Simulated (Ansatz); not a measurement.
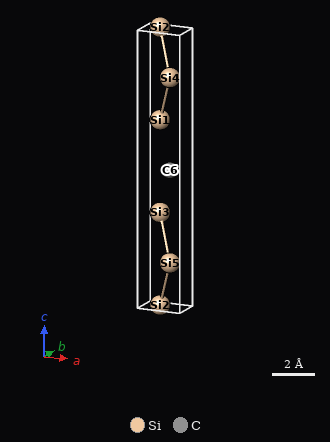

Fig. 1: The structure as given in the input (ball-and-stick view of the cell of the calculation, seen slightly off an axis; atoms are numbered from 1 in the order of the input). An atom can appear more than once, as a periodic image.

**Si$_{5}$C: a changed input and its effect**

System: Si$_{5}$C (6 atoms in the cell).
Method of run 1: DFT PBE, scalar-relativistic, plane waves, PAW, spin-polarised (Ansatz 0.2.0).

The structure was made by a generator, so it may or may not be a known phase. Text and figures count atoms from 1; the logs count them from 0 in places.

### Input file, run 1
```yaml
crystal:
  lattice:
    - [2.76085735, 0.0, 0.0]
    - [-1.38042867, 2.3909726, 0.0]
    - [0.0, 0.0, 13.45136631]
  atoms:
    - { symbol: Si, position: [0.33333333, 0.66666667, 0.66666667] }
    - { symbol: Si, position: [0.33333333, 0.66666667, 0.0] }
    - { symbol: Si, position: [0.33333333, 0.66666667, 0.33333333] }
    - { symbol: Si, position: [0.66666667, 0.33333333, 0.83333333] }
    - { symbol: Si, position: [0.66666667, 0.33333333, 0.16666667] }
    - { symbol: C, position: [0.66666667, 0.33333333, 0.5], spin: 1.0 }
basis:
  ecutwfc: 420
kpoints:
  mp_grid: { grid: [6, 6, 2] }
hamiltonian:
  xc: pbe
scf:
  occupations: { method: gaussian, width: 0.1 }
  lower_state_search: "off"
output:
  forces: true
  stress: true
  eigenvalues: true
  populations: true
magnetization:
  spin_polarized: true
```

Launched with:
```bash
ansatz run input.yaml --threads 1 --pin off --max-ram 2560MiB --backend cpu --events-out ev --progress --plain --runs-dir out
```

Hardware: 1 thread of Intel Xeon @ 2.50GHz (Skylake/Cascade Lake), 189 GiB of memory available, shared host.

### Output, shortened to warnings, some set-up lines, iterations and results (run 1)
```
WARN: the starting moments were not kept: the SCF closed with an absolute magnetisation of 2.4e-5 μB, where they sum to 1 μB in size (1 site). That is at most 0.1 of that sum. Measured as dr2_m measures the in/out step, that magnetisation stands 3.5e-11 eV from none, at or under the dr2_threshold of 1.0e-7 eV: it is no larger than a step whose dr2_m would equal this threshold. The system may hold …
Basis set: ecut = 420 eV, 1719 PW (Γ), exchange–correlation on 40×40×180 points (8 copies of the dense FFT grid, shifted against one another)
Symmetry: 12 space group operations
k-points: 14 of 72 (time reversal used)
Initial density: superposition of atomic densities (chi_scale 0.1, normalization cell, long waves 93 % of neutral atoms (reshape's long-wave potential 1.93 eV rms, cloud 1.87 Å wide))
[...]
SCF iter   1: F=—  HF=-3422.502786 eV  |F-HF|=—  |Δ(HF+E_count)|=         —  Δρ=2.60e-2 (↑2.60e-2 ↓1.14e-2)  dr2=9.41e0  dr2_m=8.58e-2  M=0.558 μB ∫|m|=0.601 μB  β_m=0.30  …
SCF iter   2: F=—  HF=-3440.942644 eV  |F-HF|=—  |Δ(HF+E_count)|=    1.84e1  Δρ=1.03e-1 (↑7.92e-2 ↓1.03e-1)  dr2=4.89e2  dr2_m=1.46e-1  M=0.193 μB ∫|m|=0.239 μB  β_m=0.30  …
SCF iter   3: F=—  HF=-3422.216734 eV  |F-HF|=—  |Δ(HF+E_count)|=    1.87e1  Δρ=1.01e-2 (↑1.01e-2 ↓7.91e-3)  dr2=1.10e0  dr2_m=1.71e-2  M=0.294 μB ∫|m|=0.361 μB  β_m=0.30  …
SCF iter   4: F=—  HF=-3422.219509 eV  |F-HF|=—  |Δ(HF+E_count)|=   2.77e-3  Δρ=9.10e-3 (↑9.10e-3 ↓6.37e-3)  dr2=7.95e-1  dr2_m=1.41e-2  M=0.279 μB ∫|m|=0.321 μB  β_m=0.30  …
SCF iter   5: F=—  HF=-3422.173300 eV  |F-HF|=—  |Δ(HF+E_count)|=   4.62e-2  Δρ=4.17e-3 (↑4.17e-3 ↓4.00e-3)  dr2=5.69e-1  dr2_m=7.90e-3  M=0.251 μB ∫|m|=0.298 μB  β_m=0.30  …
[... 18 lines ...]
SCF iter  24: F=—  HF=-3422.167411 eV  |F-HF|=—  |Δ(HF+E_count)|=   1.10e-8  Δρ=4.08e-6 (↑4.08e-6 ↓2.41e-6)  dr2=3.94e-7  dr2_m=5.49e-9  M=0.000 μB ∫|m|=0.000 μB  β_m=0.51  …
SCF iter  25: F=-3422.167411 eV  HF=-3422.167411 eV  |F-HF|=3.85e-8  |Δ(HF+E_count)|=   8.12e-9  Δρ=1.73e-6 (↑1.73e-6 ↓7.59e-7)  dr2=4.07e-8  dr2_m=7.15e-10  M=0.000 μB …
SCF iter  26: F=-3422.167411 eV  HF=-3422.167411 eV  |F-HF|=2.27e-10  |Δ(HF+E_count)|=  3.47e-10  Δρ=5.25e-7 (↑5.25e-7 ↓4.49e-7)  dr2=1.27e-10  dr2_m=1.81e-10  M=0.000 μB …
SCF iter  27: F=-3422.167411 eV  HF=-3422.167411 eV  |F-HF|=4.00e-11  |Δ(HF+E_count)|=  5.31e-10  Δρ=1.72e-7 (↑1.43e-7 ↓1.72e-7)  dr2=8.45e-11  dr2_m=1.95e-11  M=0.000 μB …
SCF 1 converged in 27 iterations: F = -3422.167411 eV  dr2 = 8.45e-11
SCF converged after 27 iterations
Magnetization: 0.0000 μB (12.0000 up, 12.0000 down)
Absolute magnetization: 0.0000 μB (∫|ρ↑−ρ↓|, with the PAW one-centre terms)
Spin contamination: 0.0000 ħ² per cell (⟨S²⟩ above its minimum at these occupations)
Per-site moments (μB) at R_I (Å): [(1.7138766389000332e-7, 1.1347025376398234), (3.821768501067094e-6, 1.1347025828615787), (1.7138766387432863e-7, 1.1347025376398234), (3.452618845313491e-6, 1.1347025376398234), (3.452618845320475e-6, 1.1347025376398234), (5.061385291891141e-6, 1.1347025828615787)]
Free energy (F): -3422.167411 eV
Harris-Foulkes:  -3422.167411 eV  (|F-HF|=4.00e-11)
Internal energy: -3422.145504 eV  (E = F + TS)
E sigma→0 (E₀):  -3422.156457 eV
Entropy (-TS):   -0.021907 eV (-3.651 meV/atom)
Fermi energy:    8.993065 eV
--- Per-component energies (eV) ---
  E_band       = 86.032203
  E_kinetic    = 270.951355
  E_local      = -74.860171  (includes V_loc(G=0)·N_el)
  E_nonlocal   = 154.211387
  E_hartree    = 18.983965
  E_xc         = -321.185346
  E_vxc        = -289.387132  (∫ρ·V_xc dr)
  E_paw        = -2657.164206  (= ΣΔE_a)
  E_vpaw       = -12.851214  (= ΣTr[D̂ρ^β])
  E_aug_tail   = 0.000038  (compensation charges beyond the density's cutoff)
  E_ewald      = -813.082526
  E_smearing   = -0.021907  (= −TS)
  E_closure    = 0.000000  (closes the sum)
  Σ components = -3422.167411   (vs F -3422.167411, Δ=0.00e0)
--- Forces (eV/Å), atoms counted from 1 ---
  atom   1  Si     0.00000000    -0.00000000    -1.41759141
  atom   2  Si     0.00000000     0.00000000     0.00000000
  atom   3  Si     0.00000000    -0.00000000     1.41759141
  atom   4  Si    -0.00000000     0.00000000     0.12980766
  atom   5  Si    -0.00000000     0.00000000    -0.12980766
  atom   6  C      0.00000000     0.00000000     0.00000000
  max |Σ_I F_I| component: 7.40e-17 eV/Å
--- Stress (GPa, compression-positive) ---
       -5.591960       0.000000       0.000000
        0.000000      -5.591960       0.000000
        0.000000       0.000000     -15.223885
  P = ⅓ Tr σ = -8.8026 GPa (-88.026 kbar)
--- Löwdin populations: 6 sites ---
  site symbol       q [e]    m [muB]
     0     Si      3.7475    -0.0000
     1     Si      3.9067     0.0000
     2     Si      3.7475    -0.0000
     3     Si      3.9097     0.0000
     4     Si      3.9097     0.0000
     5      C      4.3089     0.0000
  spilling = 0.019585 (of n_electrons = 24.000000)
```

The input of run 2 differs as follows (lines with − go, lines with + come):
```diff
-    - [2.76085735, 0.0, 0.0]
-    - [-1.38042867, 2.3909726, 0.0]
-    - [0.0, 0.0, 13.45136631]
+    - [2.7720107816, 0.0, 0.0]
+    - [-1.3860053908, 2.4006317564, 0.0]
+    - [0.0, 0.0, 12.0458185363]
-    - { symbol: Si, position: [0.33333333, 0.66666667, 0.66666667] }
-    - { symbol: Si, position: [0.33333333, 0.66666667, 0.0] }
-    - { symbol: Si, position: [0.33333333, 0.66666667, 0.33333333] }
-    - { symbol: Si, position: [0.66666667, 0.33333333, 0.83333333] }
-    - { symbol: Si, position: [0.66666667, 0.33333333, 0.16666667] }
-    - { symbol: C, position: [0.66666667, 0.33333333, 0.5], spin: 1.0 }
+    - { symbol: Si, position: [0.3333333333, 0.6666666667, 0.6005728035] }
+    - { symbol: Si, position: [0.3333333333, 0.6666666667, 0.0] }
+    - { symbol: Si, position: [0.3333333333, 0.6666666667, 0.3994271965] }
+    - { symbol: Si, position: [0.6666666667, 0.3333333333, 0.8086784392] }
+    - { symbol: Si, position: [0.6666666667, 0.3333333333, 0.1913215608] }
+    - { symbol: C, position: [0.6666666667, 0.3333333333, 0.5], spin: 1.0 }
```

Predict how the results change.

With the same functional and potentials, run 2 lies 608.6 meV per atom lower. The pressure goes from −8.80 to −0.09 GPa. The largest force goes from 1.418 to 0.017 eV/Å. The volume per atom goes from 14.80 to 13.36 Å³. The SCF takes 18 iterations against 27. The plane waves at Γ go from 1719 to 1589.

### Output, shortened to warnings, some set-up lines, iterations and results (run 2)
```
WARN: the starting moments were not kept: the SCF closed with an absolute magnetisation of 3.0e-6 μB, where they sum to 1 μB in size (1 site). That is at most 0.1 of that sum. Measured as dr2_m measures the in/out step, that magnetisation stands 7.0e-13 eV from none, at or under the dr2_threshold of 1.0e-7 eV: it is no larger than a step whose dr2_m would equal this threshold. The system may hold …
Basis set: ecut = 420 eV, 1589 PW (Γ), exchange–correlation on 40×40×162 points (8 copies of the dense FFT grid, shifted against one another)
Symmetry: 12 space group operations
k-points: 14 of 72 (time reversal used)
Initial density: superposition of atomic densities (chi_scale 0.1, normalization cell, long waves 41 % of neutral atoms (reshape's long-wave potential 1.41 eV rms, cloud 1.87 Å wide))
[...]
SCF iter   1: F=—  HF=-3426.773497 eV  |F-HF|=—  |Δ(HF+E_count)|=         —  Δρ=4.20e-2 (↑2.19e-2 ↓4.20e-2)  dr2=7.37e0  dr2_m=2.30e-1  M=0.122 μB ∫|m|=0.226 μB  β_m=0.30  …
SCF iter   2: F=—  HF=-3426.188397 eV  |F-HF|=—  |Δ(HF+E_count)|=   5.85e-1  Δρ=2.72e-2 (↑1.48e-2 ↓2.72e-2)  dr2=3.13e0  dr2_m=1.28e-1  M=0.040 μB ∫|m|=0.160 μB  β_m=0.30  …
SCF iter   3: F=—  HF=-3425.840446 eV  |F-HF|=—  |Δ(HF+E_count)|=   3.48e-1  Δρ=1.26e-2 (↑9.67e-3 ↓1.26e-2)  dr2=1.36e0  dr2_m=6.73e-2  M=0.096 μB ∫|m|=0.142 μB  β_m=0.30  …
SCF iter   4: F=—  HF=-3425.823159 eV  |F-HF|=—  |Δ(HF+E_count)|=   1.73e-2  Δρ=1.01e-2 (↑1.01e-2 ↓7.36e-3)  dr2=5.02e-1  dr2_m=4.00e-2  M=0.022 μB ∫|m|=0.112 μB  β_m=0.30  …
SCF iter   5: F=—  HF=-3425.800252 eV  |F-HF|=—  |Δ(HF+E_count)|=   2.29e-2  Δρ=6.21e-3 (↑6.21e-3 ↓5.54e-3)  dr2=4.50e-2  dr2_m=2.38e-2  M=0.020 μB ∫|m|=0.081 μB  β_m=0.30  …
[... 9 lines ...]
SCF iter  15: F=-3425.818971 eV  HF=-3425.818971 eV  |F-HF|=7.43e-9  |Δ(HF+E_count)|=   7.37e-9  Δρ=2.15e-6 (↑2.11e-6 ↓2.15e-6)  dr2=1.36e-8  dr2_m=1.52e-9  M=0.000 μB …
SCF iter  16: F=-3425.818971 eV  HF=-3425.818971 eV  |F-HF|=2.07e-9  |Δ(HF+E_count)|=   1.70e-9  Δρ=1.09e-6 (↑1.08e-6 ↓1.09e-6)  dr2=1.48e-10  dr2_m=8.50e-10  M=0.000 μB …
SCF iter  17: F=-3425.818971 eV  HF=-3425.818971 eV  |F-HF|=1.73e-11  |Δ(HF+E_count)|=   2.77e-9  Δρ=3.31e-7 (↑2.90e-7 ↓3.31e-7)  dr2=1.73e-10  dr2_m=6.11e-11  M=0.000 μB …
SCF iter  18: F=-3425.818971 eV  HF=-3425.818971 eV  |F-HF|=9.55e-12  |Δ(HF+E_count)|=  1.65e-10  Δρ=7.61e-8 (↑7.61e-8 ↓7.06e-8)  dr2=3.01e-13  dr2_m=3.89e-12  M=-0.000 μB …
SCF 1 converged in 18 iterations: F = -3425.818971 eV  dr2 = 3.01e-13
SCF converged after 18 iterations
Magnetization: -0.0000 μB (12.0000 up, 12.0000 down)
Absolute magnetization: 0.0000 μB (∫|ρ↑−ρ↓|, with the PAW one-centre terms)
Spin contamination: 0.0000 ħ² per cell (⟨S²⟩ above its minimum at these occupations)
Per-site moments (μB) at R_I (Å): [(1.6592468844509094e-7, 0.8279889162060167), (-6.932488255378593e-8, 1.1434544474028656), (1.6592468846115637e-7, 0.8279889162060167), (-3.146374532631162e-7, 1.1434544474028656), (-3.1463745326807506e-7, 1.1434544474028656), (-2.0271206917076057e-8, …
Free energy (F): -3425.818971 eV
Harris-Foulkes:  -3425.818971 eV  (|F-HF|=9.55e-12)
Internal energy: -3425.815990 eV  (E = F + TS)
E sigma→0 (E₀):  -3425.817481 eV
Entropy (-TS):   -0.002981 eV (-0.497 meV/atom)
Fermi energy:    10.407225 eV
--- Per-component energies (eV) ---
  E_band       = 103.759649
  E_kinetic    = 297.384330
  E_local      = -352.657760  (includes V_loc(G=0)·N_el)
  E_nonlocal   = 152.594414
  E_hartree    = 160.822962
  E_xc         = -328.467179
  E_vxc        = -299.286423  (∫ρ·V_xc dr)
  E_paw        = -2659.758079  (= ΣΔE_a)
  E_vpaw       = -15.920882  (= ΣTr[D̂ρ^β])
  E_aug_tail   = 0.000044  (compensation charges beyond the density's cutoff)
  E_ewald      = -695.734722
  E_smearing   = -0.002981  (= −TS)
  E_closure    = -0.000000  (closes the sum)
  Σ components = -3425.818971   (vs F -3425.818971, Δ=0.00e0)
--- Forces (eV/Å), atoms counted from 1 ---
  atom   1  Si    -0.00000000    -0.00000000    -0.01698334
  atom   2  Si     0.00000000    -0.00000000     0.00000000
  atom   3  Si    -0.00000000    -0.00000000     0.01698334
  atom   4  Si    -0.00000000     0.00000000     0.00099293
  atom   5  Si     0.00000000     0.00000000    -0.00099293
  atom   6  C      0.00000000     0.00000000     0.00000000
  max |Σ_I F_I| component: 2.04e-16 eV/Å
--- Stress (GPa, compression-positive) ---
       -0.063446       0.000000       0.000000
        0.000000      -0.063446       0.000000
        0.000000       0.000000      -0.142371
  P = ⅓ Tr σ = -0.0898 GPa (-0.898 kbar)
--- Löwdin populations: 6 sites ---
  site symbol       q [e]    m [muB]
     0     Si      3.4310     0.0000
     1     Si      3.9123    -0.0000
     2     Si      3.4310     0.0000
     3     Si      3.9193    -0.0000
     4     Si      3.9193    -0.0000
     5      C      4.9046    -0.0000
  spilling = 0.020100 (of n_electrons = 24.000000)
```

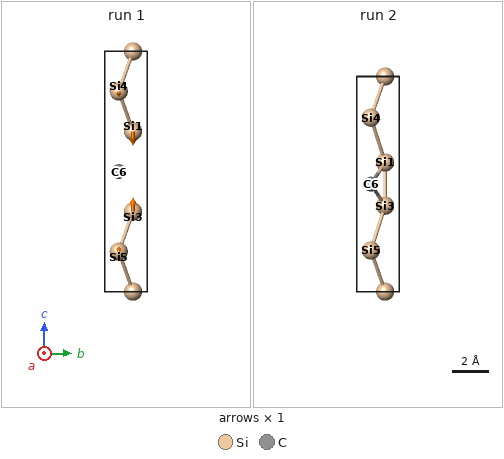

Fig. 2: The two input geometries at one scale (ball-and-stick view of the cell of the calculation, along the a axis). The orange arrows on the first give the shifts of the atoms relative to the cell, at true length. The largest moves relative to the cell, 0.80 Å, are those of Si atoms. C stays in place. Cell: a = b 2.761 → 2.772 Å (+0.4 %), c 13.451 → 12.046 Å (−10.4 %). Volume −9.7 %. Among the contacts that change: Si–Si 4.484 → 2.423 Å, C–Si 2.751 → 2.007 Å, Si–Si 2.751 → 2.974 Å, Si–Si 2.751 → 2.806 Å.

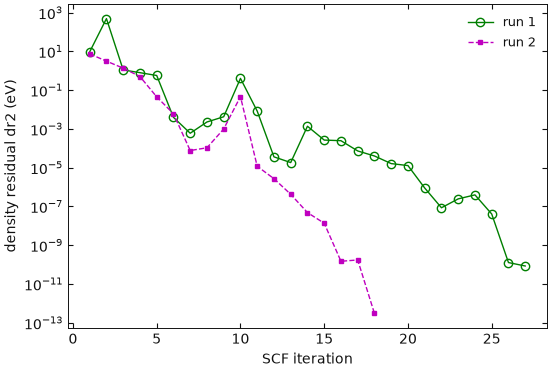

Fig. 3: Convergence of the two runs: density residual dr2 against the SCF iteration. Run 1 takes 27 iterations in all, and run 2 takes 18.

### The two runs side by side

| quantity | run 1 | run 2 |
| --- | --- | --- |
| outcome | converged | converged |
| free energy per atom (eV) | −570.3612 | −570.9698 |
| energy per atom, smearing taken to zero (eV) | −570.3594 | −570.9696 |
| gap on the mesh (eV) | 0.00 | 0.00 |
| net moment of the cell (μB) | 0.00 | 0.00 |
| absolute moment of the cell (μB) | 0.00 | 0.00 |
| pressure (GPa) | −8.80 | −0.09 |
| volume per atom (Å³) | 14.80 | 13.36 |
| largest force (eV/Å) | 1.418 | 0.017 |
| SCF iterations | 27 | 18 |
| irreducible k-points | 14 | 14 |
| plane waves at Γ | 1719 | 1589 |
| wall time (shared host) | 21 s | 16 s |

For both runs: Warnings: some starting moments were not kept.
